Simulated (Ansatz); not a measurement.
**Two runs on Al₃Ni₅**

System: Al₃Ni₅ (8 atoms in the cell).
Method of the first run: DFT LDA, scalar-relativistic, plane waves, PAW, no spin polarisation (Ansatz 0.2.0).

The structure derives from a Materials Project entry. Text and figures count atoms from 1; the logs count them from 0 in places.

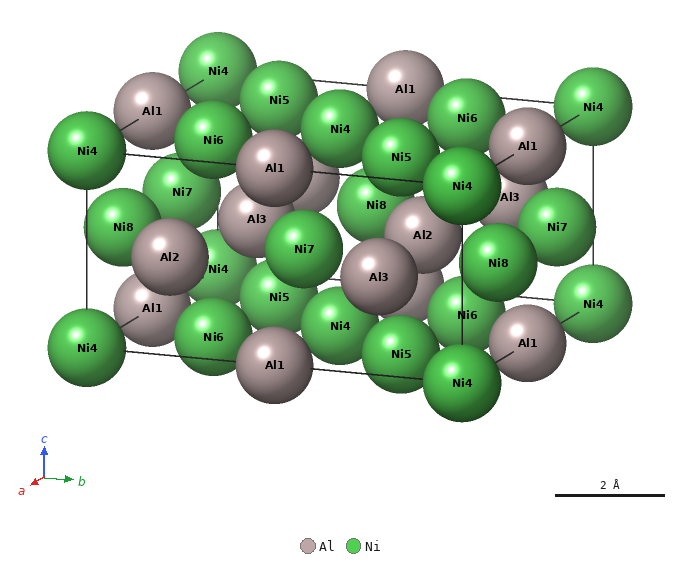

Fig. 1: The structure as given in the input (spheres-only view of the cell 2 times as large as that of the calculation, set on its symmetry axes, seen slightly off an axis; atoms are numbered from 1 in the order of the input). An atom can appear more than once, as a periodic image.

Input, the first run:
```yaml
crystal:
  lattice:
    - [3.2778494058, -3.7004715487, 0.0]
    - [3.2778494058, 3.7004715487, 0.0]
    - [0.0, 0.0, 3.72527337]
  atoms:
    - { symbol: Al, position: [0.5, 0.5, 0.0] }
    - { symbol: Al, position: [0.77873701, 0.22126299, 0.5] }
    - { symbol: Al, position: [0.22126299, 0.77873701, 0.5] }
    - { symbol: Ni, position: [0.0, 0.0, 0.0] }
    - { symbol: Ni, position: [0.0, 0.5, 0.0] }
    - { symbol: Ni, position: [0.5, 0.0, 0.0] }
    - { symbol: Ni, position: [0.27589205, 0.27589205, 0.5] }
    - { symbol: Ni, position: [0.72410795, 0.72410795, 0.5] }
basis:
  ecutwfc: 420
kpoints:
  mp_grid: { grid: [8, 8, 10] }
hamiltonian:
  xc: lda
scf:
  occupations: { method: gaussian, width: 0.1 }
output:
  forces: true
  stress: true
  eigenvalues: true
relax:
  adjacent_minimum: "off"
  f_tol: 0.01
  max_steps: 60
  cell: { stress_tol: 0.05 }
```

Launched with:
```bash
ansatz run input.yaml --threads 2 --pin off --max-ram 5120MiB --backend cpu --events-out ev --progress --plain --runs-dir out
```

Hardware: 2 threads of Intel Xeon @ 2.50GHz (Skylake/Cascade Lake), 189 GiB of memory available, shared host.

Output, shortened to warnings, some set-up lines, iterations and results (the first run):
```
Basis set: ecut = 420 eV, 1775 PW (Γ)
Symmetry: 8 space group operations
k-points: 126 of 640
Initial density: superposition of atomic densities (neutral atoms: chi_scale 0, normalization atom), corrected by the library's trained network
[...]
SCF iter   1: F=—  HF=-30410.376235 eV  |F-HF|=—  |Δ(HF+E_count)|=         —  Δρ=2.11e-2  dr2=2.09e-1  ethr=1.77e-3  ⟨swp⟩=6.0  Hψ=28318  notcnv=0  defer=84
SCF iter   2: F=—  HF=-30410.344805 eV  |F-HF|=—  |Δ(HF+E_count)|=   3.14e-2  Δρ=5.23e-3  dr2=1.61e-2  ethr=2.11e-4  ⟨swp⟩=2.8  Hψ=14938  notcnv=0  defer=415
SCF iter   3: F=—  HF=-30410.343042 eV  |F-HF|=—  |Δ(HF+E_count)|=   1.76e-3  Δρ=1.68e-3  dr2=2.72e-3  ethr=1.62e-5  ⟨swp⟩=1.2  Hψ=7229  notcnv=0  defer=415
SCF iter   4: F=—  HF=-30410.342554 eV  |F-HF|=—  |Δ(HF+E_count)|=   4.88e-4  Δρ=3.66e-4  dr2=1.85e-4  ethr=2.75e-6  ⟨swp⟩=1.4  Hψ=8053  notcnv=0  defer=415
SCF iter   5: F=—  HF=-30410.342519 eV  |F-HF|=—  |Δ(HF+E_count)|=   3.55e-5  Δρ=5.38e-5  dr2=3.58e-6  ethr=1.87e-7  ⟨swp⟩=2.1  Hψ=9885  notcnv=0  defer=415
[... 32 lines ...]
SCF iter   4: F=—  HF=-30410.396555 eV  |F-HF|=—  |Δ(HF+E_count)|=   1.17e-9  Δρ=1.17e-6  dr2=3.65e-10  ethr=1.07e-10  ⟨swp⟩=2.0  Hψ=10767  notcnv=0
SCF iter   5: F=—  HF=-30410.396555 eV  |F-HF|=—  |Δ(HF+E_count)|=   6.88e-9  Δρ=6.72e-7  dr2=3.19e-10  ethr=1.00e-12  ⟨swp⟩=2.0  Hψ=13878  notcnv=0
SCF iter   6: F=-30410.396555 eV  HF=-30410.396555 eV  |F-HF|=0.00e0  |Δ(HF+E_count)|=  2.91e-11  Δρ=1.31e-7  dr2=1.64e-11  ethr=1.00e-12  ⟨swp⟩=3.2  Hψ=28488  notcnv=0
SCF 5 converged in 6 iterations: F = -30410.396555 eV  dr2 = 1.64e-11
relax step   5: F+E_penalty+E_count = -30410.39655461 eV  Δ(F+E_penalty+E_count) = +1.517e-3 eV  max|allowed force component| = 1.145e-3 eV/Å  Δτ_max = 0.0000 Å  P = -0.011 …
basis re-selected at this cell: Δ(F+E_penalty+E_count) = +1.517e-3 eV, ΔP = -0.021 GPa vs the last step (what re-selecting the basis moved, of the pressure what is left beyond the Pulay correction that the steps carried, after the strain that the cell walked since its last selection, with what the …
SCF converged after 6 iterations
Free energy (F): -30410.396555 eV
Harris-Foulkes:  -30410.396555 eV  (|F-HF|=0.00e0)
Internal energy: -30410.376458 eV  (E = F + TS)
E sigma→0 (E₀):  -30410.386506 eV
Entropy (-TS):   -0.020096 eV (-2.512 meV/atom)
Fermi energy:    15.724466 eV
--- Per-component energies (eV) ---
  E_band       = -1548.973435
  E_kinetic    = 1513.025585
  E_local      = -20972.856569  (includes V_loc(G=0)·N_el)
  E_nonlocal   = 3229.590952
  E_hartree    = 8992.361330
  E_xc         = -551.342429
  E_vxc        = -648.790880  (∫ρ·V_xc dr)
  E_paw        = -9153.702656  (= ΣΔE_a)
  E_vpaw       = -2654.667719  (= ΣTr[D̂ρ^β])
  E_aug_tail   = 0.002009  (compensation charges beyond the density's cutoff)
  E_ewald      = -13469.792432
  E_core_change = 2.337752  (= ΣΔE_core)
  E_smearing   = -0.020096  (= −TS)
  E_closure    = -0.000000  (closes the sum)
  Σ components = -30410.396555   (vs F -30410.396555, Δ=0.00e0)
--- Forces (eV/Å), atoms counted from 1 ---
  atom   1  Al    -0.00000000     0.00000000     0.00000000
  atom   2  Al    -0.00000000    -0.00114494     0.00000000
  atom   3  Al     0.00000000     0.00114494    -0.00000000
  atom   4  Ni    -0.00000000     0.00000000    -0.00000000
  atom   5  Ni    -0.00000000     0.00000000    -0.00000000
  atom   6  Ni    -0.00000000    -0.00000000    -0.00000000
  atom   7  Ni     0.00108983     0.00000000     0.00000000
  atom   8  Ni    -0.00108983    -0.00000000    -0.00000000
  max |Σ_I F_I| component: 6.00e-29 eV/Å
--- Stress (GPa, compression-positive) ---
        0.013573       0.000000       0.000000
        0.000000      -0.027117      -0.000000
        0.000000      -0.000000      -0.018934
  P = ⅓ Tr σ = -0.0108 GPa (-0.108 kbar)
--- Relaxed structure (4 steps of the walk, 4 accepted, 1 SCFs on fresh bases) ---
  F+E_penalty+E_count = -30410.39655461 eV   max|allowed force component| = 1.145e-3 eV/Å   (the final SCF, on the basis selected at the relaxed cell)
  cell:  # Å, volume = 87.6140 Å³
[...]
```

For the second run the input was changed thus:
```diff
-  xc: lda
+  xc: pbesol
```

What does this change do to the results?

The total energies belong to different methods, so their difference says nothing on which is more stable or more accurate. The volume per atom goes from 10.95 to 11.31 Å³. The functional changes from LDA to PBEsol. The SCF takes 39 iterations over all geometry steps against 32.

Output, shortened to warnings, some set-up lines, iterations and results (the second run):
```
Basis set: ecut = 420 eV, 1775 PW (Γ), exchange–correlation on 72×72×50 points (8 copies of the dense FFT grid, shifted against one another)
Symmetry: 8 space group operations
k-points: 126 of 640
Initial density: superposition of atomic densities (neutral atoms: chi_scale 0, normalization atom), corrected by the library's trained network
[...]
SCF iter   1: F=—  HF=-30603.178579 eV  |F-HF|=—  |Δ(HF+E_count)|=         —  Δρ=2.52e-2  dr2=3.47e-1  ethr=1.77e-3  ⟨swp⟩=6.1  Hψ=28408  notcnv=0  defer=88
SCF iter   2: F=—  HF=-30603.132471 eV  |F-HF|=—  |Δ(HF+E_count)|=   4.61e-2  Δρ=6.28e-3  dr2=2.76e-2  ethr=3.51e-4  ⟨swp⟩=2.9  Hψ=14773  notcnv=0  defer=423
SCF iter   3: F=—  HF=-30603.128956 eV  |F-HF|=—  |Δ(HF+E_count)|=   3.52e-3  Δρ=1.71e-3  dr2=2.90e-3  ethr=2.79e-5  ⟨swp⟩=1.1  Hψ=7173  notcnv=0  defer=423
SCF iter   4: F=—  HF=-30603.128451 eV  |F-HF|=—  |Δ(HF+E_count)|=   5.04e-4  Δρ=3.50e-4  dr2=8.80e-5  ethr=2.93e-6  ⟨swp⟩=2.1  Hψ=10567  notcnv=0  defer=423
SCF iter   5: F=—  HF=-30603.128605 eV  |F-HF|=—  |Δ(HF+E_count)|=   1.53e-4  Δρ=9.61e-5  dr2=9.59e-6  ethr=8.88e-8  ⟨swp⟩=2.2  Hψ=11824  notcnv=0  defer=423
[... 41 lines ...]
SCF iter   6: F=-30603.129430 eV  HF=-30603.129430 eV  |F-HF|=7.28e-12  |Δ(HF+E_count)|=  1.46e-11  Δρ=2.18e-8  dr2=4.61e-13  ethr=1.00e-12  ⟨swp⟩=1.0  Hψ=7560  notcnv=0
SCF iter   7: F=-30603.129430 eV  HF=-30603.129430 eV  |F-HF|=3.64e-12  |Δ(HF+E_count)|=  3.64e-12  Δρ=1.21e-8  dr2=9.43e-14  ethr=1.00e-12  ⟨swp⟩=1.0  Hψ=7560  notcnv=0
SCF iter   8: F=-30603.129430 eV  HF=-30603.129430 eV  |F-HF|=3.64e-12  |Δ(HF+E_count)|=    0.00e0  Δρ=3.55e-9  dr2=8.17e-15  ethr=1.00e-12  ⟨swp⟩=2.0  Hψ=16706  notcnv=0
SCF 6 converged in 8 iterations: F = -30603.129430 eV  dr2 = 8.17e-15
relax step   6: F+E_penalty+E_count = -30603.12942979 eV  Δ(F+E_penalty+E_count) = -3.291e-5 eV  max|allowed force component| = 2.111e-4 eV/Å  Δτ_max = 0.0000 Å  P = +0.001 …
basis re-selected at this cell: Δ(F+E_penalty+E_count) = -3.291e-5 eV, ΔP = +0.001 GPa vs the last step (what re-selecting the basis moved, of the pressure what is left beyond the Pulay correction that the steps carried, after the strain that the cell walked since its last selection, with what the …
SCF converged after 8 iterations
Free energy (F): -30603.129430 eV
Harris-Foulkes:  -30603.129430 eV  (|F-HF|=3.64e-12)
Internal energy: -30603.108843 eV  (E = F + TS)
E sigma→0 (E₀):  -30603.119137 eV
Entropy (-TS):   -0.020586 eV (-2.573 meV/atom)
Fermi energy:    15.324357 eV
--- Per-component energies (eV) ---
  E_band       = -1591.430294
  E_kinetic    = 1505.059915
  E_local      = -21189.049236  (includes V_loc(G=0)·N_el)
  E_nonlocal   = 3217.776297
  E_hartree    = 9081.444936
  E_xc         = -548.201152
  E_vxc        = -644.014158  (∫ρ·V_xc dr)
  E_paw        = -9347.475364  (= ΣΔE_a)
  E_vpaw       = -2644.095311  (= ΣTr[D̂ρ^β])
  E_aug_tail   = 0.002316  (compensation charges beyond the density's cutoff)
  E_ewald      = -13323.710417
  E_core_change = 1.043861  (= ΣΔE_core)
  E_smearing   = -0.020586  (= −TS)
  E_closure    = 0.000000  (closes the sum)
  Σ components = -30603.129430   (vs F -30603.129430, Δ=0.00e0)
--- Forces (eV/Å), atoms counted from 1 ---
  atom   1  Al    -0.00000000     0.00000000     0.00000000
  atom   2  Al    -0.00000000    -0.00012070     0.00000000
  atom   3  Al     0.00000000     0.00012070    -0.00000000
  atom   4  Ni    -0.00000000     0.00000000     0.00000000
  atom   5  Ni     0.00000000    -0.00000000     0.00000000
  atom   6  Ni     0.00000000     0.00000000     0.00000000
  atom   7  Ni    -0.00021109    -0.00000000     0.00000000
  atom   8  Ni     0.00021109     0.00000000    -0.00000000
  max |Σ_I F_I| component: 1.36e-20 eV/Å
--- Stress (GPa, compression-positive) ---
        0.002604       0.000000       0.000000
        0.000000      -0.002376      -0.000000
        0.000000      -0.000000       0.003711
  P = ⅓ Tr σ = 0.0013 GPa (0.013 kbar)
--- Relaxed structure (5 steps of the walk, 5 accepted, 1 SCFs on fresh bases) ---
  F+E_penalty+E_count = -30603.12942979 eV   max|allowed force component| = 2.111e-4 eV/Å   (the final SCF, on the basis selected at the relaxed cell)
  cell:  # Å, volume = 90.4702 Å³
[...]
```

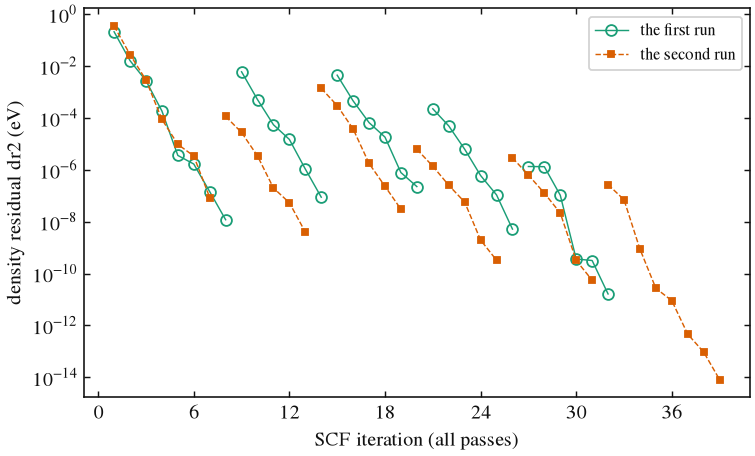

Fig. 2: Convergence of the two runs: density residual dr2 against the SCF iteration. A break in a curve parts two SCF passes. The first run takes 32 iterations in all, and the second run takes 39.

The two runs side by side:

```csv
quantity,the first run,the second run
outcome,converged,converged
free energy per atom (eV),−3801.2996,−3825.3912
"energy per atom, smearing taken to zero (eV)",−3801.2983,−3825.3899
gap on the mesh (eV),0.00,0.00
pressure (GPa),−0.01,0.00
volume per atom (Å³),10.95,11.31
largest force (eV/Å),0.001,0.000
SCF iterations,32,39
irreducible k-points,126,126
wall time (shared host),3.2 min,3.8 min
```

For both runs: The run has no spin polarisation, so a magnetic state may lie lower.
